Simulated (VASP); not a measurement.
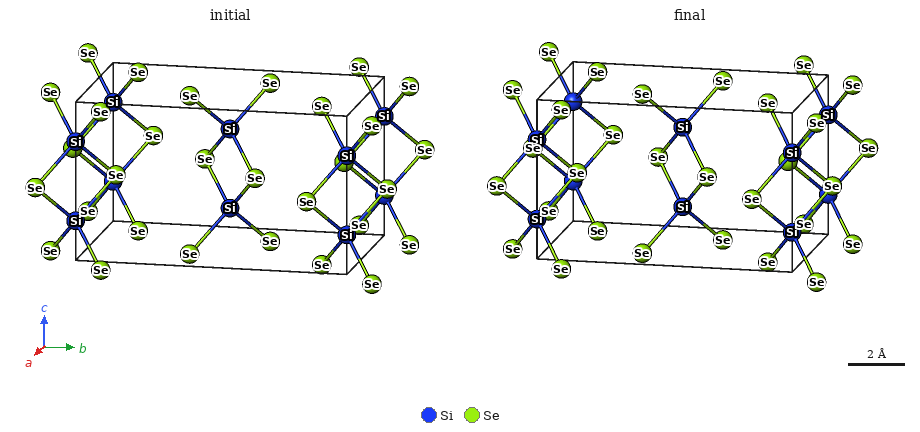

The structure of crystalline SiSe$_{2}$ (set up in Ibam) before (left) and after (right) a relaxation, at one scale.

The picture is a ball-and-stick view of the conventional cell (2 times the calculation's cell), seen slightly off an axis. Lengths and directions refer to the drawn axes.

The run lets cell and atoms move.

All numbers below come from Kohn-Sham DFT of a periodic cell, rev-vdW-DF2, VASP PAW PBE potentials, recommended (VASP).

The input:
```
PREC = Accurate ; ENCUT = 600
EDIFF = 1E-6 ; ISMEAR = 0
SIGMA = 0.03 ; LREAL = False
LASPH = True ; NELM = 80
ALGO = Normal ; ISIF = 3
LWAVE = False ; LCHARG = False
GGA = MK ; LUSE_VDW = True
AGGAC = 0.0 ; PARAM1 = 0.1234
PARAM2 = 0.711357 ; ZAB_VDW = -1.8867
IBRION = 2 ; NSW = 90
EDIFFG = -0.01 ; KPAR = 2
```

Command:
```bash
cat potpaw_PBE.64/Si/POTCAR potpaw_PBE.64/Se/POTCAR > POTCAR
mpirun -np 2 vasp_std > vasp.out
```

What changed between the two?

The largest moves relative to the cell, 0.11 Å, are those of Se atoms. Si stays in place. The volume changes by −8.9 %, with a 6.224 → 5.996 Å (−3.7 %), b 10.020 → 9.427 Å (−5.9 %), c 5.871 → 5.903 Å (+0.5 %). Among the contacts that change: Se–Si 2.284 → 2.308 Å. Bond angles that change, for instance: Se–Si–Se 112.7° → 110.7°. The space group stays Ibam (No. 72). After 18 geometry steps the energy has fallen by 80.2 meV per cell of the calculation. The largest force component goes from 0.36 to 0.004 eV/Å. The pressure goes from 0.96 to −0.01 GPa.
